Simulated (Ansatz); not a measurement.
# Ti₂HC: what the electrons do

Space group R-3m; not relaxed (largest force 0.4 eV/Å); the calculation finds a residual pressure of about −10 GPa at this fixed cell. The cell comes from a database of computed structures, not from a measurement.

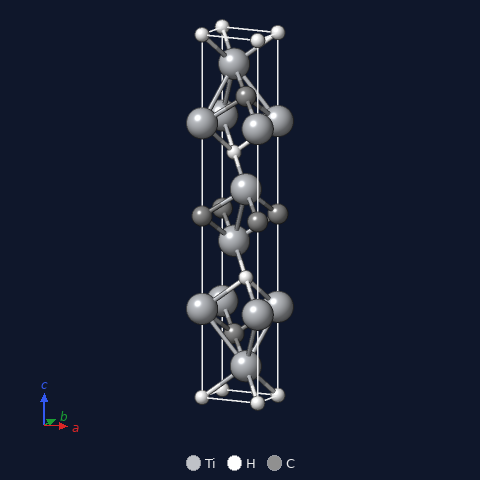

The conventional cell.

Input file:

```
crystal:
  lattice:
    - [-1.5482797468, 2.6816991858, 0.0]
    - [-3.0965594936, 0.0, 0.0]
    - [-1.5482797468, 0.8938997286, 4.794880309]
  atoms:
    - { symbol: Ti, position: [0.24394595, 0.24394595, 0.26816215] }
    - { symbol: Ti, position: [0.75605405, 0.75605405, 0.73183785] }
    - { symbol: H, position: [0.0, 0.0, 0.0] }
    - { symbol: C, position: [0.5, 0.5, 0.5] }
basis:
  ecutwfc: 420
  fft_grid_basis: typed
kpoints:
  mp_grid: { grid: [12, 12, 12] }
hamiltonian:
  xc: lda
  pseudopotentials: { kind: paw }
scf:
  occupations: { method: gaussian, width: 0.05 }
output:
  forces: true
  stress: true
  eigenvalues: true
  bader: true
  write_density: true
  volumetric_format: npy
  elf: true
```

Command:

```sh
ansatz run input.yaml --threads 1 --pin off --max-ram 2560MiB --backend cpu --events-out ev --progress --plain --runs-dir out
```

The picture shows the conventional cell (a = 3.10 Å, b = 3.10 Å, c = 14.38 Å, α = 90.00°, β = 90.00°, γ = 120.00°).

The calculation used Ansatz, DFT LDA, scalar-relativistic, plane waves, PAW.

Core electrons are frozen (PAW), so the maps are meaningful between the atoms, not at the nuclei.

## 1. Bonding charge

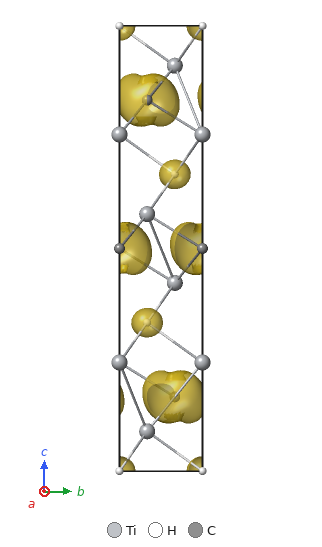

Density of the crystal less the sum of free-atom densities: yellow surfaces at +0.06, none at −0.06 e/Å³, in the conventional cell seen along the a axis (the regions close to the nuclei are left out). Cores are masked to 1.0 Å (Ti), 0.4 Å (H) and 0.6 Å (C).

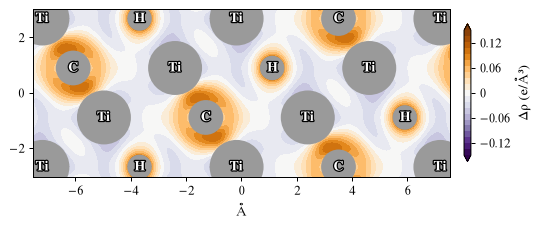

The same field as a map on the (110) plane of the conventional cell, with grey discs over the atomic cores.

**Read the map: where is density gained and where lost?**

C–Ti (2.11 Å): Δρ is +0.07 e/Å³ at the midpoint (close to a masked core, so read it with care). H–Ti (2.20 Å): Δρ is −0.03 e/Å³ at the midpoint (close to a masked core, so read it with care). Ti–Ti (2.85 Å): Δρ is about zero at the midpoint. Over the whole cell, outside the masked cores, the largest gain, 0.11 e/Å³, lies 0.8 Å from a carbon nucleus and 1.3 Å from a titanium one, and the largest loss lies at the edge of the masked core of Ti. The rearranged charge, half the integral of |Δρ|, is about 0.16 e an atom. Bader charges: Ti +1.31, H −0.70 and C −1.91 e.

## 2. Moving an atom

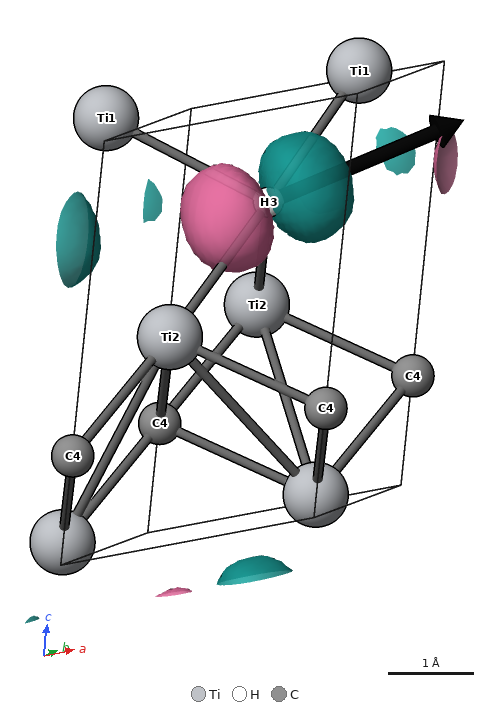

H3 was moved by 0.05 Å roughly along [1 0 0] in the axes of the cell drawn (arrow, not to scale). Change of the density less the rigid motion of the neutral atom's own density: teal surfaces at +0.004 and pink ones at −0.004 e/Å³, in the cell of the calculation (origin moved) seen slightly off an axis.

Not relaxed before the move (largest force 0.4 eV/Å).

**How do the electrons respond beyond following the atom?**

About 0.02 e is rearranged in the cell. Outside the cores the largest gain lies at the edge of the masked core of H, and the largest loss lies there too, on other sides.

**What restoring force does the calculation give for this move?**

The force on it changes by 0.09 eV/Å along the move, against it: a stiffness of about 1.8 eV/Å² for this sublattice shift.

## 3. Taking out a sublattice

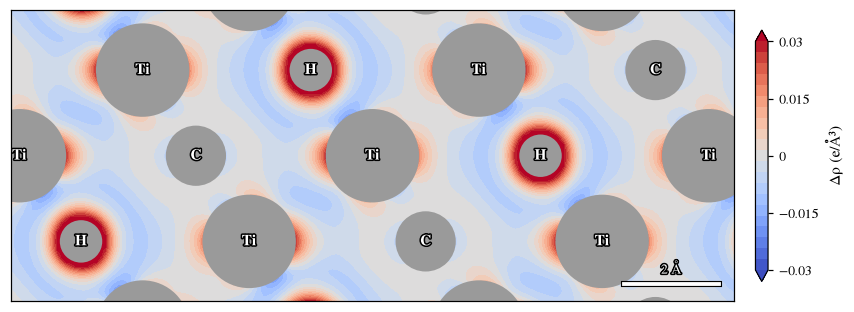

*Density of the crystal less the densities of its H sublattice and of the rest (Ti and C), each computed alone with the atoms in place (the rest with spin, the H sublattice with): a map on the (110) plane of the conventional cell, with grey discs over the atomic cores. Cores are masked to 1.0 Å (Ti), 0.4 Å (H) and 0.6 Å (C).*

**What does the difference density show?**

Over the whole cell, outside the masked cores, the largest gain lies at the edge of the masked core of H, and the largest loss lies at the edge of the masked core of Ti.
- About 0.1 e is rearranged for each H atom.
- By Bader's partition H carries −0.70 e, so it takes electrons from the rest.

**What is E(crystal) − E(H sublattice) − E(rest) for each H atom?**

E(crystal) − E(H sublattice) − E(rest) is −3.7 eV for each H atom (negative: bound). The references are the frozen sublattices, not the elements, so this isn't a formation energy.

## 4. Change of volume

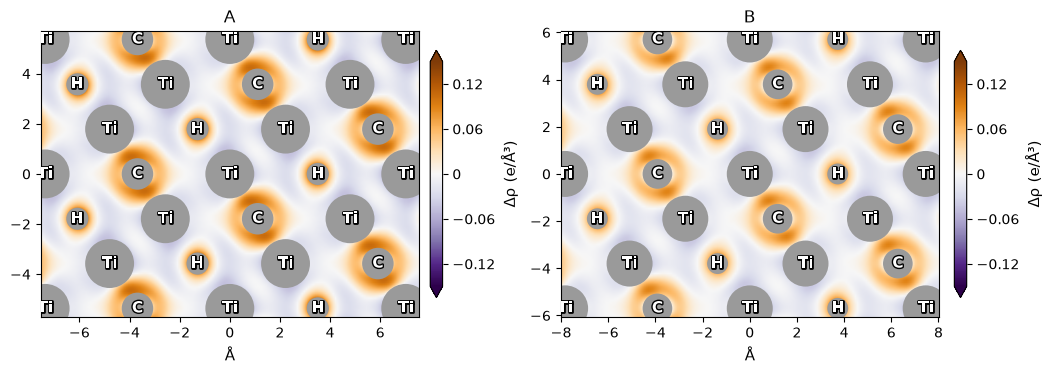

Ti₂HC: deformation density on the (110) plane of the conventional cell at two volumes, with the same fractional coordinates and one colour scale. Grey discs cover the cores.

**How do the two volumes compare, and how does the bonding charge respond?**

B is the larger cell: B has 120 % of the volume of A.
- The pressure is −10 GPa in A and −32 GPa in B.
- Bader charges in A: Ti +1.31, H −0.70 and C −1.91 e; in B: Ti +1.33, H −0.73 and C −1.93 e.
- The rearranged charge is 0.16 e an atom in A and 0.15 e in B.
- The scaled cell isn't relaxed: forces reach 1.7 eV/Å.

## 5. Putting it together

Charge passes from Ti (Pauling electronegativity 1.54, the largest loss an atom) to C (2.55, the largest gain), the direction that the scale predicts. The two pressures give a mean stiffness −ΔP/Δln V of about 122 GPa over this range, with the atoms held at their fractional positions.

Run times: 54 s (base cell), 2.4 min (moved atom), 81 s (the rest), 22 s (sublattice H) and 67 s (scaled cell), on 1 thread of Arm Neoverse N1, on a shared host.
